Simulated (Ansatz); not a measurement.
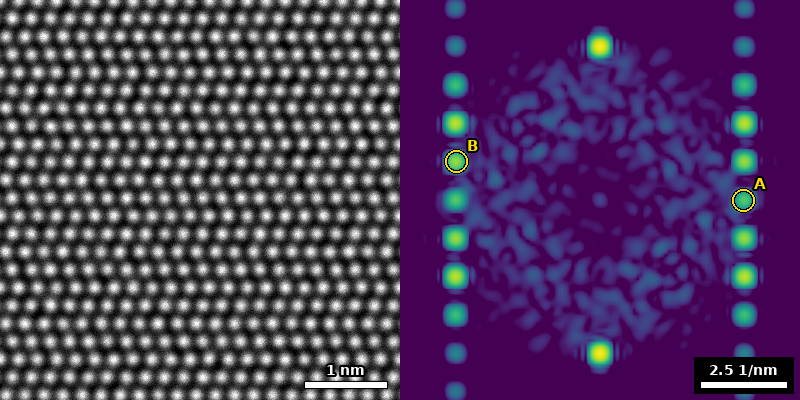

iDPC-like image of a crystal. Simulated as the projected potential of neutral atoms (B = 0.3 Å²) blurred by a 1.24 Å probe, the thin-sample limit of integrated differential phase contrast. Shot noise and the speckle of an amorphous layer were added.

The right panel is the modulus of the image's Fourier transform on a logarithmic scale.

**Which lattice spacings do the marked spots stand for, and what angle do A and B enclose?**

A: 2.4 Å, B: 2.3 Å; A and B enclose about 165°.

The crystal is Rh (P6_3/mmc, No. 194) along [100]; the spots are (0 -1 0) and (0 1 -1). Structure used: the input geometry of a calculation; the starting structure was generated, so it need not be a known form of this composition.
